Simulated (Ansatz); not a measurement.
# SiC: geometry relaxation (part 1 of 2)

The run: geometry relaxation of SiC (F-43m, 6 atoms in the cell). Method and program: DFT PBE, scalar-relativistic, plane waves, PAW, no spin polarisation (Ansatz 0.2.0).

The structure derives from a Materials Project entry. It belongs to a series of runs on one base structure; here: 3 of 6 Si sites taken by C, cell and atoms relaxed. Figures and captions count atoms from 1; the log counts them from 0 in places.

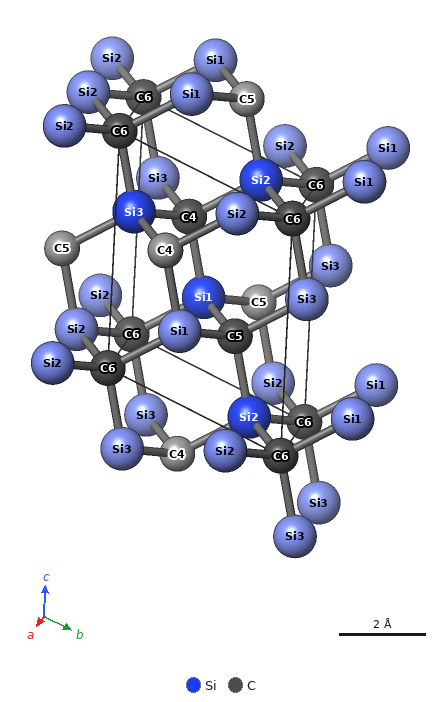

*The input geometry (ball-and-stick view of the cell of the calculation, seen slightly off an axis; neighbours outside the cell are drawn fainter; atoms are numbered from 1 in the order of the input).*

Near neighbours in the crystal (not all of them lie inside the picture): Si has 4 C at 1.96 Å; C has 4 Si at 1.96 Å.

Summary

```tsv
quantity	value
outcome	converged
space group (tolerance 0.01 Å)	F-43m (216)
electrons treated	24
free energy	−2661.4808 eV
Fermi energy	9.979 eV
gap on the k-point mesh	1.37 eV
pressure	0.00 GPa
final volume	63.01 Å³
largest force (length of the vector) at the end	under 0.001 eV/Å
final cell	a = 3.097 Å, b = 4.380 Å, c = 5.364 Å, α = 114.09°, β = 106.78°, γ = 90.00°
hardware	1 thread of Arm Neoverse N1, 80 GiB of memory available, shared host
wall time	4.3 min
peak memory	0.51 GiB
```

The input
```yaml
crystal:
  lattice:
    - [0.0, 2.260432508, -2.260432508]
    - [4.520865016, 0.0, 0.0]
    - [-2.260432508, -4.520865016, -2.260432508]
  atoms:
    - { symbol: Si, position: [0.1666666667, 0.4166666667, 0.3333333333] }
    - { symbol: Si, position: [0.5, 0.75, 0.0] }
    - { symbol: Si, position: [0.8333333333, 0.0833333333, 0.6666666667] }
    - { symbol: C, position: [0.3333333333, 0.3333333333, 0.6666666667] }
    - { symbol: C, position: [0.6666666667, 0.6666666667, 0.3333333333] }
    - { symbol: C, position: [1.0, 0.0, 1.0] }
basis:
  ecutwfc: 420
kpoints:
  mp_grid: { grid: [10, 10, 10] }
hamiltonian:
  xc: pbe
scf:
  occupations: { method: gaussian, width: 0.02 }
output:
  forces: true
  stress: true
  eigenvalues: true
relax:
  adjacent_minimum: "off"
  f_tol: 0.015
  max_steps: 60
  cell: { stress_tol: 0.15 }
```

Run as:
```bash
ansatz run input.yaml --threads 1 --pin off --max-ram 2560MiB --backend cpu --events-out ev --progress --plain --runs-dir out
```

The program's output
```
Engine: ansatz 0.2.0, aarch64-unknown-linux-gnu
Pseudopotentials: kind: paw
Pseudopotential: Si, paw, valence charge 4, recommended cutoff 420 eV (normal), Si.paw.azcp
Pseudopotential: C, paw, valence charge 4, recommended cutoff 420 eV (normal), C.paw.azcp
Functional definition: PBE
  parameter kappa = 0.804
  parameter beta = 0.06672455060314922
  exchange = pbe_x(kappa = kappa, mu = beta*pi^2/3)
  correlation = pbe_c(beta = beta)
Crystal: 6 atoms, lattice volume = 69.299 Å³
Basis set: ecut = 420 eV, 1347 PW (Γ), exchange–correlation on 48×64×80 points (8 copies of the dense FFT grid, shifted against one another)
Bands: 18, of which v1, the nominal top of the filled ones, is band 12 counted from 1 (11 counted from 0)
Symmetry: 12 space group operations
Space group: F-43m (ITA 216), of the structure as read, at distance tolerance 4.1e-5 Å
k-points: 171 of 1000 (time reversal used)
Non-local potential: Si, projectors of the file, l = 0: 2, l = 1: 2, l = 2: 2
Non-local potential: C, projectors of the file, l = 0: 2, l = 1: 2, l = 2: 1
PAW form: soft (Blöchl's): semilocal exchange-correlation on the pseudo side does not see the compensation charge
PAW one-centre angular grid: Si, 110 points (default); XC on 64 Gauss nodes
PAW one-centre angular grid: C, 110 points (default); XC on 64 Gauss nodes
Initial density: superposition of atomic densities (neutral atoms: chi_scale 0, normalization atom), corrected by the library's trained network
Initial wavefunctions: pseudopotential atomic-orbital guess
Functional: x = pbe(κ = 0.804, μ = 0.2195149727645171), c = pbe(β = 0.06672455060314922)
SCF iter   1: F=—  HF=-2661.126146 eV  |F-HF|=—  |Δ(HF+E_count)|=         —  Δρ=3.32e-3  dr2=9.49e-3  ethr=1.77e-3  ⟨swp⟩=6.4  Hψ=17686  notcnv=0  defer=1
preconditioner: auto → none  [insulator: Δε(μ)=1.413 eV  Ē_g=11.140 eV  σ=0.020 eV  W_gap=1.00  n_scr=10 (ndim 8)  ℏωp=21.9 eV  f_vac=0.000  D(μ)=0.00/eV (n_scr^D=0)  ε∞_Penn≈4.8]
SCF iter   2: F=—  HF=-2661.125135 eV  |F-HF|=—  |Δ(HF+E_count)|=   1.01e-3  Δρ=1.29e-3  dr2=9.81e-4  ethr=3.96e-5  ⟨swp⟩=2.7  Hψ=7034  notcnv=0  defer=269
SCF iter   3: F=—  HF=-2661.124968 eV  |F-HF|=—  |Δ(HF+E_count)|=   1.67e-4  Δρ=4.20e-4  dr2=5.10e-5  ethr=4.09e-6  ⟨swp⟩=2.0  Hψ=4648  notcnv=0  defer=269
SCF iter   4: F=—  HF=-2661.125047 eV  |F-HF|=—  |Δ(HF+E_count)|=   7.91e-5  Δρ=4.89e-5  dr2=1.31e-6  ethr=2.13e-7  ⟨swp⟩=2.1  Hψ=4528  notcnv=0  defer=269
iter 5 did not close the SCF: its close was put off for the readings that it lacked (scf_convergence_deferred on its scf_iter line)
SCF iter   5: F=-2661.125048 eV  HF=-2661.125048 eV  |F-HF|=2.48e-8  |Δ(HF+E_count)|=   8.96e-7  Δρ=7.87e-6  dr2=2.76e-8  ethr=5.48e-9  ⟨swp⟩=2.0  Hψ=4678  notcnv=0  defer=269
SCF iter   6: F=-2661.125048 eV  HF=-2661.125048 eV  |F-HF|=4.05e-10  |Δ(HF+E_count)|=   3.42e-8  Δρ=7.34e-7  dr2=1.96e-10  ethr=1.15e-10  ⟨swp⟩=5.9  Hψ=13504  notcnv=0
SCF 1 converged in 6 iterations: F = -2661.125048 eV  dr2 = 1.96e-10
  greatest PAW one-centre occupation: 0.634 electrons in one spin orbital (limit 2), on the C atom at site 5 (counted from 0), in its partial waves of l = 0
relax step   1: F+E_penalty+E_count = -2661.12504765 eV  Δ(F+E_penalty+E_count) = +0.000e0 eV  max|allowed force component| = 3.048e-5 eV/Å  Δτ_max = 0.0000 Å  P = -16.741 GPa  Ω = 69.299 Å³  (6 SCF iters, dr2 threshold 1.00e-7 eV, accepted)
Crystal: 6 atoms, lattice volume = 65.536 Å³
Basis set: ecut = 420 eV, 1273 PW (Γ), exchange–correlation on 48×64×80 points (8 copies of the dense FFT grid, shifted against one another)
Initial density: handed on by an earlier stage of this run
Initial wavefunctions: those handed on with the density
iter 1 solved again at ethr=5.43e-4 eV; its pass at ethr=3.10e-3 eV (dr2=1.30e-1 eV) is discarded
SCF iter   1: F=—  HF=-2661.462393 eV  |F-HF|=—  |Δ(HF+E_count)|=         —  Δρ=1.26e-2  dr2=1.32e-1  ethr=5.43e-4  ⟨swp⟩=1.2  Hψ=19165  notcnv=0
preconditioner: auto → none  [insulator: Δε(μ)=1.568 eV  Ē_g=11.625 eV  σ=0.020 eV  W_gap=1.00  n_scr=10 (ndim 8)  ℏωp=22.5 eV  f_vac=0.000  D(μ)=0.00/eV (n_scr^D=0)  ε∞_Penn≈4.7]
SCF iter   2: F=—  HF=-2661.424613 eV  |F-HF|=—  |Δ(HF+E_count)|=   3.78e-2  Δρ=3.60e-3  dr2=7.52e-3  ethr=5.43e-4  ⟨swp⟩=2.3  Hψ=6039  notcnv=0
SCF iter   3: F=—  HF=-2661.422470 eV  |F-HF|=—  |Δ(HF+E_count)|=   2.14e-3  Δρ=1.02e-3  dr2=6.16e-4  ethr=3.13e-5  ⟨swp⟩=2.0  Hψ=5717  notcnv=0
SCF iter   4: F=—  HF=-2661.422430 eV  |F-HF|=—  |Δ(HF+E_count)|=   4.00e-5  Δρ=1.26e-4  dr2=7.20e-6  ethr=2.57e-6  ⟨swp⟩=2.0  Hψ=5130  notcnv=0
SCF iter   5: F=—  HF=-2661.422419 eV  |F-HF|=—  |Δ(HF+E_count)|=   1.11e-5  Δρ=1.37e-5  dr2=1.29e-7  ethr=2.50e-9  ⟨swp⟩=7.0  Hψ=15373  notcnv=0
SCF iter   6: F=-2661.422419 eV  HF=-2661.422419 eV  |F-HF|=1.55e-9  |Δ(HF+E_count)|=   3.03e-9  Δρ=2.35e-6  dr2=2.53e-9  ethr=5.36e-10  ⟨swp⟩=2.0  Hψ=10608  notcnv=0
SCF 2 converged in 6 iterations: F = -2661.422419 eV  dr2 = 2.53e-9
  greatest PAW one-centre occupation: 0.639 electrons in one spin orbital (limit 2), on the C atom at site 5 (counted from 0), in its partial waves of l = 0
relax step   2: F+E_penalty+E_count = -2661.42241921 eV  Δ(F+E_penalty+E_count) = -2.974e-1 eV  max|allowed force component| = 3.150e-5 eV/Å  Δτ_max = 0.0000 Å  P = -7.616 GPa  Ω = 65.536 Å³  energy of the carried Pulay correction = +6.129e-3 eV  (6 SCF iters, dr2 threshold 6.00e-7 eV, accepted)
Crystal: 6 atoms, lattice volume = 62.697 Å³
Basis set: ecut = 420 eV, 1217 PW (Γ), exchange–correlation on 48×64×80 points (8 copies of the dense FFT grid, shifted against one another)
iter 1 solved again at ethr=3.61e-4 eV; its pass at ethr=3.10e-3 eV (dr2=8.67e-2 eV) is discarded
SCF iter   1: F=—  HF=-2661.513544 eV  |F-HF|=—  |Δ(HF+E_count)|=         —  Δρ=1.06e-2  dr2=8.78e-2  ethr=3.61e-4  ⟨swp⟩=1.3  Hψ=18589  notcnv=0
preconditioner: auto → none  [insulator: Δε(μ)=1.502 eV  Ē_g=11.943 eV  σ=0.020 eV  W_gap=1.00  n_scr=10 (ndim 8)  ℏωp=23.0 eV  f_vac=0.000  D(μ)=0.00/eV (n_scr^D=0)  ε∞_Penn≈4.7]
SCF iter   2: F=—  HF=-2661.487636 eV  |F-HF|=—  |Δ(HF+E_count)|=   2.59e-2  Δρ=2.76e-3  dr2=4.03e-3  ethr=3.61e-4  ⟨swp⟩=2.2  Hψ=6050  notcnv=0
SCF iter   3: F=—  HF=-2661.486473 eV  |F-HF|=—  |Δ(HF+E_count)|=   1.16e-3  Δρ=8.14e-4  dr2=3.70e-4  ethr=1.68e-5  ⟨swp⟩=2.0  Hψ=5715  notcnv=0
SCF iter   4: F=—  HF=-2661.486429 eV  |F-HF|=—  |Δ(HF+E_count)|=   4.41e-5  Δρ=1.03e-4  dr2=4.46e-6  ethr=1.54e-6  ⟨swp⟩=2.0  Hψ=5130  notcnv=0
SCF iter   5: F=-2661.486433 eV  HF=-2661.486433 eV  |F-HF|=6.37e-11  |Δ(HF+E_count)|=   3.41e-6  Δρ=8.26e-6  dr2=3.91e-8  ethr=2.50e-9  ⟨swp⟩=7.0  Hψ=14888  notcnv=0
SCF 3 converged in 5 iterations: F = -2661.486433 eV  dr2 = 3.91e-8
  greatest PAW one-centre occupation: 0.644 electrons in one spin orbital (limit 2), on the C atom at site 5 (counted from 0), in its partial waves of l = 0
relax step   3: F+E_penalty+E_count = -2661.48643262 eV  Δ(F+E_penalty+E_count) = -6.401e-2 eV  max|allowed force component| = 2.398e-5 eV/Å  Δτ_max = 0.0000 Å  P = +1.266 GPa  Ω = 62.697 Å³  energy of the carried Pulay correction = +1.099e-2 eV  (5 SCF iters, dr2 threshold 6.00e-7 eV, accepted)
Crystal: 6 atoms, lattice volume = 63.086 Å³
iter 1 solved again at ethr=7.80e-6 eV; its pass at ethr=3.10e-3 eV (dr2=1.87e-3 eV) is discarded
SCF iter   1: F=—  HF=-2661.487780 eV  |F-HF|=—  |Δ(HF+E_count)|=         —  Δρ=1.52e-3  dr2=1.82e-3  ethr=7.80e-6  ⟨swp⟩=1.9  Hψ=15803  notcnv=0
preconditioner: auto → none  [insulator: Δε(μ)=1.355 eV  Ē_g=11.835 eV  σ=0.020 eV  W_gap=1.00  n_scr=10 (ndim 8)  ℏωp=22.9 eV  f_vac=0.000  D(μ)=0.00/eV (n_scr^D=0)  ε∞_Penn≈4.7]
SCF iter   2: F=—  HF=-2661.487236 eV  |F-HF|=—  |Δ(HF+E_count)|=   5.44e-4  Δρ=3.84e-4  dr2=7.73e-5  ethr=7.57e-6  ⟨swp⟩=2.0  Hψ=5625  notcnv=0
SCF iter   3: F=—  HF=-2661.487197 eV  |F-HF|=—  |Δ(HF+E_count)|=   3.82e-5  Δρ=1.15e-4  dr2=7.43e-6  ethr=3.22e-7  ⟨swp⟩=2.0  Hψ=4709  notcnv=0
SCF iter   4: F=-2661.487197 eV  HF=-2661.487197 eV  |F-HF|=6.22e-8  |Δ(HF+E_count)|=   5.27e-7  Δρ=1.55e-5  dr2=9.79e-8  ethr=2.50e-9  ⟨swp⟩=3.5  Hψ=13220  notcnv=0
SCF 4 converged in 4 iterations: F = -2661.487197 eV  dr2 = 9.79e-8
  greatest PAW one-centre occupation: 0.643 electrons in one spin orbital (limit 2), on the C atom at site 5 (counted from 0), in its partial waves of l = 0
relax step   4: F+E_penalty+E_count = -2661.48719685 eV  Δ(F+E_penalty+E_count) = -7.642e-4 eV  max|allowed force component| = 9.835e-6 eV/Å  Δτ_max = 0.0000 Å  P = -0.072 GPa  Ω = 63.086 Å³  energy of the carried Pulay correction = +1.031e-2 eV  (4 SCF iters, dr2 threshold 6.00e-7 eV, accepted)
Basis set: ecut = 420 eV, 1217 PW (Γ), exchange–correlation on 48×60×72 points (8 copies of the dense FFT grid, shifted against one another)
Initial wavefunctions: pseudopotential atomic-orbital guess (no wavefunctions were taken with the density)
iter 1 solved again at ethr=1.40e-7 eV; its pass at ethr=3.10e-3 eV (dr2=3.37e-5 eV) is discarded
SCF iter   1: F=—  HF=-2661.480624 eV  |F-HF|=—  |Δ(HF+E_count)|=         —  Δρ=3.13e-4  dr2=9.08e-6  ethr=1.40e-7  ⟨swp⟩=3.0  Hψ=26798  notcnv=0
preconditioner: auto → none  [insulator: Δε(μ)=1.374 eV  Ē_g=11.842 eV  σ=0.020 eV  W_gap=1.00  n_scr=10 (ndim 8)  ℏωp=22.9 eV  f_vac=0.000  D(μ)=0.00/eV (n_scr^D=0)  ε∞_Penn≈4.7]
SCF iter   2: F=—  HF=-2661.480631 eV  |F-HF|=—  |Δ(HF+E_count)|=   6.49e-6  Δρ=1.55e-4  dr2=1.94e-6  ethr=3.78e-8  ⟨swp⟩=2.6  Hψ=5020  notcnv=0
SCF iter   3: F=—  HF=-2661.480638 eV  |F-HF|=—  |Δ(HF+E_count)|=   6.90e-6  Δρ=4.44e-5  dr2=3.25e-7  ethr=8.10e-9  ⟨swp⟩=2.4  Hψ=5196  notcnv=0
SCF iter   4: F=—  HF=-2661.480638 eV  |F-HF|=—  |Δ(HF+E_count)|=   4.54e-7  Δρ=3.20e-6  dr2=1.76e-9  ethr=1.36e-9  ⟨swp⟩=2.0  Hψ=5094  notcnv=0
SCF iter   5: F=-2661.480638 eV  HF=-2661.480638 eV  |F-HF|=5.46e-12  |Δ(HF+E_count)|=   2.45e-9  Δρ=1.47e-7  dr2=5.50e-12  ethr=2.25e-12  ⟨swp⟩=4.2  Hψ=9981  notcnv=0
SCF 5 converged in 5 iterations: F = -2661.480638 eV  dr2 = 5.50e-12
relax step   5: F+E_penalty+E_count = -2661.48063833 eV  Δ(F+E_penalty+E_count) = +6.559e-3 eV  max|allowed force component| = 2.413e-6 eV/Å  Δτ_max = 0.0000 Å  P = -0.259 GPa  Ω = 63.086 Å³  stress off target by 2.60e-1 GPa  SCF on the basis re-selected at this cell (its energy is not comparable with the rows above)  (5 SCF iters)
basis re-selected at this cell: Δ(F+E_penalty+E_count) = +6.559e-3 eV, ΔP = -0.187 GPa vs the last step (what re-selecting the basis moved, of the pressure what is left beyond the Pulay correction that the steps carried, after the strain that the cell walked since its last selection, with what the two solves' SCF thresholds leave and, on support functions, any second-order correction that the steps lacked; it is no measure of the basis error at this ecutwfc). The dense FFT grid was sized anew with the basis: this SCF ran on 24×30×36 points, the steps before it on 24×32×40, so part of this shift can come from that change (see relax.cell in the input reference). This SCF's stress stands 2.60e-1 GPa from its target on what of the cell is left free (relax.cell.stress_tol is 1.50e-1 GPa) and its largest allowed force component is 2.41e-6 eV/Å (relax.f_tol is 1.50e-2 eV/Å): not within both, so this SCF does not close the relaxation
Crystal: 6 atoms, lattice volume = 63.010 Å³
iter 1 solved again at ethr=2.92e-7 eV; its pass at ethr=3.10e-3 eV (dr2=7.01e-5 eV) is discarded
SCF iter   1: F=—  HF=-2661.480867 eV  |F-HF|=—  |Δ(HF+E_count)|=         —  Δρ=2.95e-4  dr2=6.79e-5  ethr=2.92e-7  ⟨swp⟩=1.1  Hψ=15601  notcnv=0
preconditioner: auto → none  [insulator: Δε(μ)=1.377 eV  Ē_g=11.853 eV  σ=0.020 eV  W_gap=1.00  n_scr=10 (ndim 8)  ℏωp=22.9 eV  f_vac=0.000  D(μ)=0.00/eV (n_scr^D=0)  ε∞_Penn≈4.7]
SCF iter   2: F=—  HF=-2661.480836 eV  |F-HF|=—  |Δ(HF+E_count)|=   3.13e-5  Δρ=7.45e-5  dr2=2.92e-6  ethr=2.83e-7  ⟨swp⟩=2.0  Hψ=4983  notcnv=0
SCF iter   3: F=—  HF=-2661.480835 eV  |F-HF|=—  |Δ(HF+E_count)|=   8.23e-7  Δρ=2.23e-5  dr2=2.82e-7  ethr=7.01e-10  ⟨swp⟩=6.4  Hψ=14734  notcnv=0
SCF iter   4: F=-2661.480835 eV  HF=-2661.480835 eV  |F-HF|=2.40e-9  |Δ(HF+E_count)|=   1.63e-8  Δρ=3.05e-6  dr2=3.79e-9  ethr=7.01e-10  ⟨swp⟩=4.0  Hψ=9903  notcnv=0
SCF 6 converged in 4 iterations: F = -2661.480835 eV  dr2 = 3.79e-9
relax step   6: F+E_penalty+E_count = -2661.48083483 eV  Δ(F+E_penalty+E_count) = -1.965e-4 eV  max|allowed force component| = 5.104e-6 eV/Å  Δτ_max = 0.0000 Å  P = -0.001 GPa  Ω = 63.010 Å³  energy of the carried Pulay correction = +1.347e-4 eV  (4 SCF iters, dr2 threshold 1.68e-7 eV, accepted)
iter 1 solved again at ethr=7.36e-8 eV; its pass at ethr=3.10e-3 eV (dr2=1.77e-5 eV) is discarded
SCF iter   1: F=—  HF=-2661.480789 eV  |F-HF|=—  |Δ(HF+E_count)|=         —  Δρ=3.80e-6  dr2=4.20e-9  ethr=7.36e-8  ⟨swp⟩=3.0  Hψ=26872  notcnv=0
eigensolver tolerance schedule: the retry pair's looser diagonalisation over-reported the residual by 4208.42 of it (diagonalisation noise at 0.11 of the residual, at the tolerance the schedule requests for it); recorded, not acted on — ethr = c·dr2/N_el stays at c = 1.0e-1
preconditioner: auto → none  [insulator: Δε(μ)=1.373 eV  Ē_g=11.852 eV  σ=0.020 eV  W_gap=1.00  n_scr=10 (ndim 8)  ℏωp=22.9 eV  f_vac=0.000  D(μ)=0.00/eV (n_scr^D=0)  ε∞_Penn≈4.7]
SCF iter   2: F=—  HF=-2661.480776 eV  |F-HF|=—  |Δ(HF+E_count)|=   1.23e-5  Δρ=1.96e-6  dr2=1.25e-9  ethr=1.75e-11  ⟨swp⟩=3.2  Hψ=6321  notcnv=0
SCF iter   3: F=-2661.480776 eV  HF=-2661.480776 eV  |F-HF|=8.64e-12  |Δ(HF+E_count)|=   1.19e-9  Δρ=3.84e-7  dr2=5.33e-11  ethr=2.25e-12  ⟨swp⟩=4.8  Hψ=11359  notcnv=0
SCF 7 converged in 3 iterations: F = -2661.480776 eV  dr2 = 5.33e-11
relax step   7: F+E_penalty+E_count = -2661.48077626 eV  Δ(F+E_penalty+E_count) = +5.857e-5 eV  max|allowed force component| = 1.036e-5 eV/Å  Δτ_max = 0.0000 Å  P = -0.003 GPa  Ω = 63.010 Å³  stress off target by 3.55e-3 GPa  SCF on the basis re-selected at this cell (its energy is not comparable with the rows above)  (3 SCF iters)
```
